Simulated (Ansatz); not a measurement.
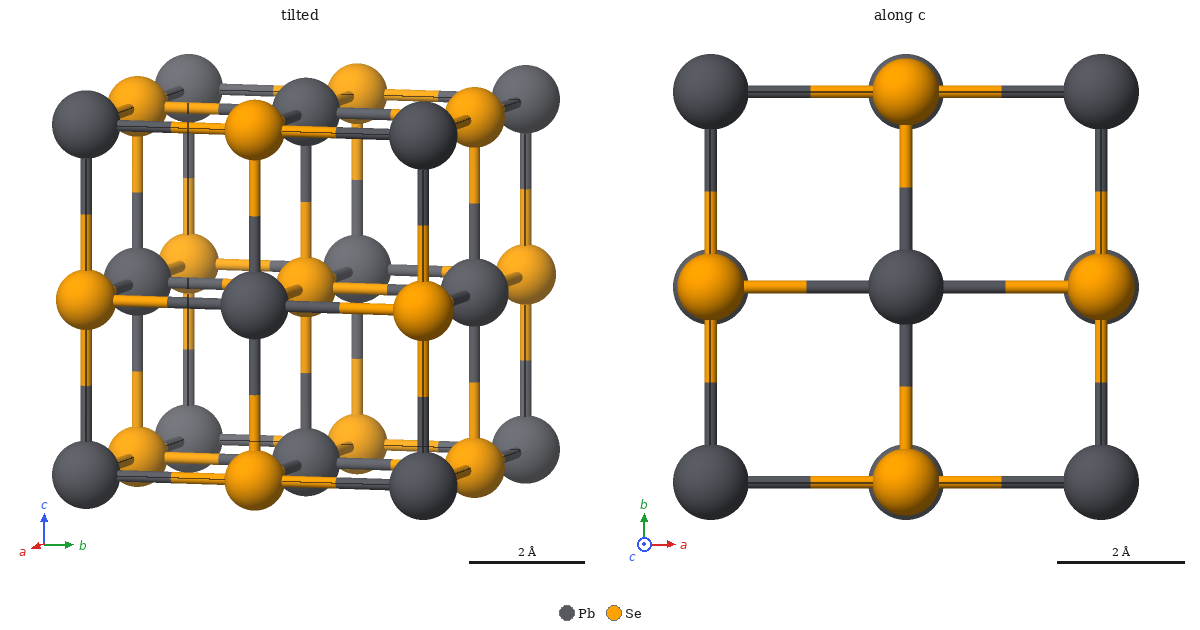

Ball-and-stick model, viewed slightly off an axis and along the c axis. One conventional unit cell is framed, with atoms on its boundary repeated.

PbSe, rock salt (NaCl type), space group Fm-3m (No. 225), a = 6.177 Å, b = 6.177 Å, c = 6.177 Å, α = 90.00°, β = 90.00°, γ = 90.00°. It goes back to a structure type filled with these elements by a generator (whether the compound takes this form wasn't checked). Earlier steps of the study, as a rule a relaxation of our own, may have changed the cell and positions, so they can lie some per cent off the listed ones. It was run through Ansatz as a DFT input.

This one geometry was computed with Ansatz (DFT, plane waves, PAW) at three levels of theory: r2SCAN, HSE06 and PBE. It was relaxed beforehand with r2SCAN.

**How does the band gap change with the level of theory?**

PBE: a gap of 0.37 eV, direct; r2SCAN: a gap of 0.66 eV, direct; HSE06: a gap of 0.79 eV, direct.

**Collect the results in a table.**

| level | cutoff (eV) | k-mesh of the run's cell | gap (eV) | pressure (GPa) |
| --- | --- | --- | --- | --- |
| r2SCAN | 500 | 8×8×8 | 0.66 | 0.0 |
| HSE06 | 420 | 6×6×6 | 0.79 | -0.2 |
| PBE | 420 | 8×8×8 | 0.37 | 0.9 |

Gaps are taken on the k-mesh or band path of each run.
